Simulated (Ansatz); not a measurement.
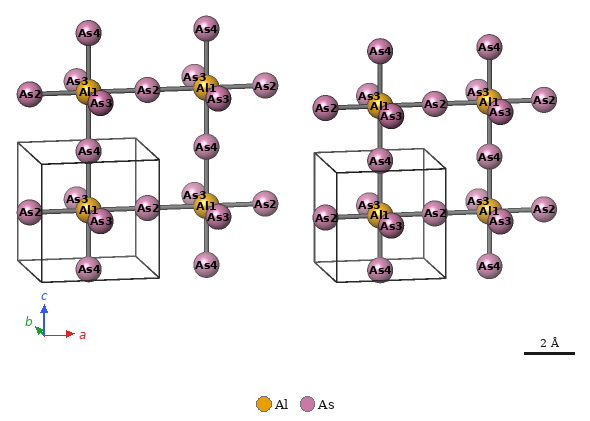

Two geometries of crystalline AlAs$_{3}$ (a generated structure, set up in Pm-3m) (coarse preliminary run), drawn at one scale. One is the start of a relaxation, the other its converged end. Style: ball-and-stick. Shown: the cell of the calculation, repeated 2 × 1 × 2 with one cell outlined, slightly off an axis.

Method: Ansatz 0.2.0, DFT PBE, scalar-relativistic, plane waves, PAW. Settings: plane-wave cutoff 420 eV; k-point mesh 4 × 4 × 4; occupations gaussian; smearing width 0.1 eV; no spin polarisation; cell and atoms relaxed; force threshold 0.04 eV/Å; at most 70 steps.

Which one is relaxed?

Answer. The left one is the relaxed one. No atom moves by more than 0.005 Å relative to the cell. The drawn cell changes as follows: a = b = c 4.526 → 4.882 Å (+7.9 %); the volume changes by +25.5 %. Some distances before and after: Al1–As2 2.263 → 2.441 Å. The space group stays Pm-3m (No. 221). Over 3 accepted moves (4 points after the start) the energy falls by 246 meV per atom. All forces vanish by symmetry, so only the cell relaxes. Pressure: 15.53 GPa at the start and 0.26 GPa at the end. The SCF was repeated once at an unchanged geometry on a basis and grid sized afresh for the cell, which shifted the energy by 2.7 meV per atom at most.
